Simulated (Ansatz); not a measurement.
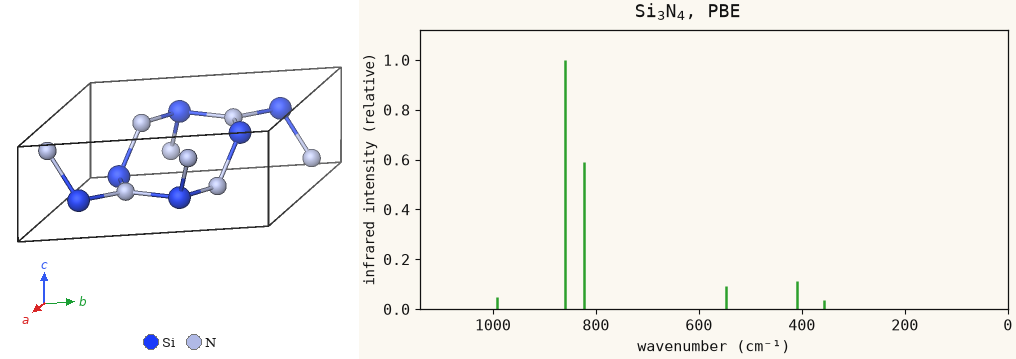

The figure shows the infrared spectrum of the zone-centre phonons for Si₃N₄, space group P6_3/m (No. 176). The spectrum is scaled to its strongest line. These are zero-field (TO) frequencies; inactive modes don't show. The conventional cell is drawn beside the plot.

The given structure:
```
Si N
1.0
     7.66356    0.00000    0.00000
    -3.83178    6.63684    0.00000
     0.00000    0.00000    2.92652
Si N
6 8
Direct
  0.76891 0.17501 0.32563
  0.59390 0.76891 0.82563
  0.82499 0.59390 0.32563
  0.23109 0.82499 0.82563
  0.40610 0.23109 0.32563
  0.17501 0.40610 0.82563
  0.03083 0.33000 0.32563
  0.70083 0.03083 0.82563
  0.67000 0.70083 0.32563
  0.96917 0.67000 0.82563
  0.29917 0.96917 0.32563
  0.33000 0.29917 0.82563
  0.33333 0.66667 0.82563
  0.66667 0.33333 0.32563
```

How it was computed, with Ansatz 0.2.0: infrared-active and silent optical phonons at the zone centre of an insulator with atoms at rest in the given cell, intensity summed over the level, zero macroscopic field, imaginary frequencies are negative, field response on a mesh refined by the program; PAW. Level: PBE, no spin polarisation.

```json
{"setting": "wave cutoff", "value": "420 eV"}
{"setting": "k mesh", "value": "6×6×8"}
{"setting": "occupations", "value": "fixed"}
{"setting": "pressure", "value": "0 GPa"}
```

Which are the strongest infrared lines?

Answer. The strongest infrared line is at 859.6 cm⁻¹, followed by 822.5 (59 % of it), 408.6 (11 % of it) and 547.7 (9 % of it).

Keep in mind: structure snapped to symmetry; symmetry narrowed by fft grid.

The computed values:

| frequency (cm⁻¹) | degeneracy | infrared ((D/Å)²/amu) |
| --- | --- | --- |
| 176.6 | 2 | 0 |
| 198.0 | 1 | 0 |
| 218.8 | 2 | 0 |
| 240.8 | 1 | 0 |
| 262.7 | 1 | 0 |
| 296.6 | 2 | 0 |
| 356.1 | 1 | 8.37 |
| 393.0 | 1 | 0 |
| 408.6 | 2 | 26.1 |
| 429.6 | 2 | 0 |
| 440.4 | 1 | 0 |
| 538.1 | 1 | 0 |
| 547.7 | 2 | 21.9 |
| 594.5 | 2 | 0 |
| 629.9 | 1 | 0 |
| 701.6 | 1 | 0 |
| 822.5 | 1 | 137 |
| 831.8 | 2 | 0 |
| 835.2 | 2 | 0 |
| 849.1 | 1 | 0 |
| 859.6 | 2 | 233 |
| 891.9 | 2 | 0 |
| 904.7 | 1 | 0 |
| 992.8 | 2 | 11.5 |
| 1005.8 | 2 | 0 |
| 1026.8 | 1 | 0 |
